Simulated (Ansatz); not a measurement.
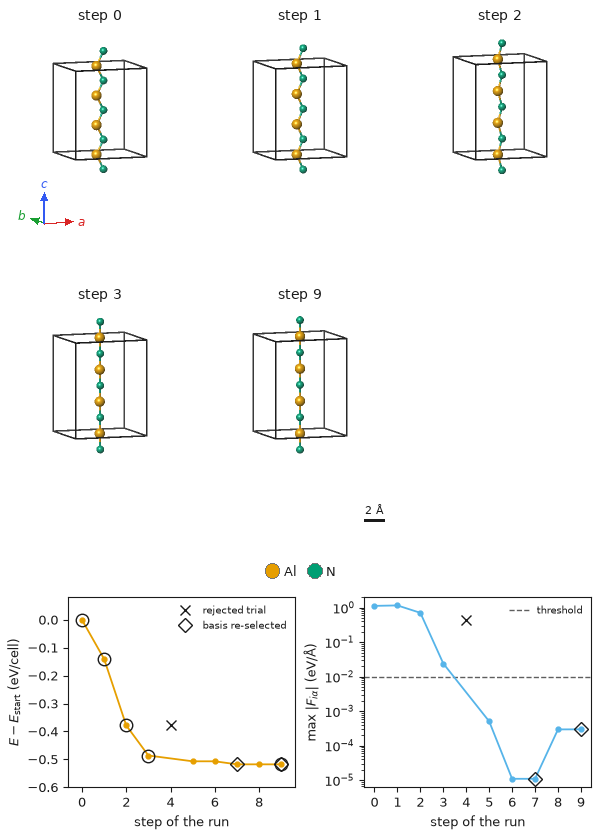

Frames of a relaxation of a wire of composition AlN, marked on the history of the run. Style: ball-and-stick. Shown: the 3 repeat of the cell, with the vacuum cut short, slightly off an axis.

Case: zigzag chain of atoms.

Computed with Ansatz, DFT PBEsol, scalar-relativistic, plane waves, PAW.

Input file:
```yaml
crystal:
  lattice:
    - [9.8, 0.0, 0.0]
    - [0.0, 9.3, 0.0]
    - [0.0, 0.0, 3.0706345416]
  atoms:
    - { symbol: Al, position: [0.4608337431, 0.5, 0.0], spin: 0.5 }
    - { symbol: "N", position: [0.5391662569, 0.5, 0.5], spin: 0.5 }
basis:
  ecutwfc: 420
kpoints:
  mp_grid: { grid: [1, 1, 21] }
hamiltonian:
  xc: pbesol
scf:
  occupations: { method: gaussian, width: 0.05 }
output:
  forces: true
  stress: true
  eigenvalues: true
  populations: true
  write_density: true
  write_potential: true
  elf: true
  volumetric_format: npy
magnetization:
  spin_polarized: true
relax:
  adjacent_minimum: "off"
  f_tol: 0.01
  max_steps: 45
  cell: { fix: [a, b, alpha, beta, gamma], stress_tol: 0.03 }
```

Launched with:
```bash
ansatz run input.yaml --threads 2 --pin off --max-ram 5120MiB --backend cpu --events-out ev --progress --plain --runs-dir out
```

Question: Describe the path.

Answer: After 6 accepted moves (9 points after the start) the energy has fallen by 0.518 eV per cell of the calculation. The largest force component goes from 1.1 to 0.0003 eV/Å. The line search rejected the trial step at point 4 of the run. The SCF was repeated twice at an unchanged geometry on a basis and grid sized afresh for the cell, which shifted the energy by 10.9 meV per cell of the calculation at most. The largest moves relative to the layer's centre, 0.38 Å, are those of Al1 and N2. Largest moves by element: Al 0.38 Å, N 0.38 Å. Along the periodic axis the drawn cell goes c 9.212 → 10.102 Å (+9.7 %). Among the contacts that change: Al1–N2 1.717 → 1.684 Å. Among the angles between lasting bonds that change: Al1–N2–Al1 126.9° → 180.0°, N2–Al1–N2 126.9° → 180.0°. The program noted that the starting moments weren't kept. The run took 5 min on 2 threads of Intel(R) Xeon(R) Processor @ 2.50GHz (Skylake/Cascade Lake), on a shared host, peak memory 0.51 GiB. From step 0 to 1: Al and N atoms move most (0.03 Å), energy −0.140 eV per cell of the calculation. From step 1 to 2: Al and N atoms move most (0.12 Å), energy −0.238 eV per cell of the calculation. From step 2 to 3: Al and N atoms move most (0.20 Å), energy −0.108 eV per cell of the calculation. From step 3 to 9: Al and N atoms move most (0.03 Å), energy −31.7 meV per cell of the calculation.

| step | E − E(0), meV/atom | largest force component, eV/Å | note |
| --- | --- | --- | --- |
| 0 | 0.00 | 1.1306 |  |
| 1 | -70.09 | 1.1661 |  |
| 2 | -189.12 | 0.7113 |  |
| 3 | -243.06 | 0.0242 |  |
| 4 | -189.15 | 0.4494 | rejected |
| 5 | -253.42 | 0.0005 |  |
| 6 | -253.42 | 0.0000 |  |
| 7 | -258.85 | 0.0000 | same geometry, new basis |
| 8 | -258.86 | 0.0003 |  |
| 9 | -258.89 | 0.0003 | same geometry, new basis |
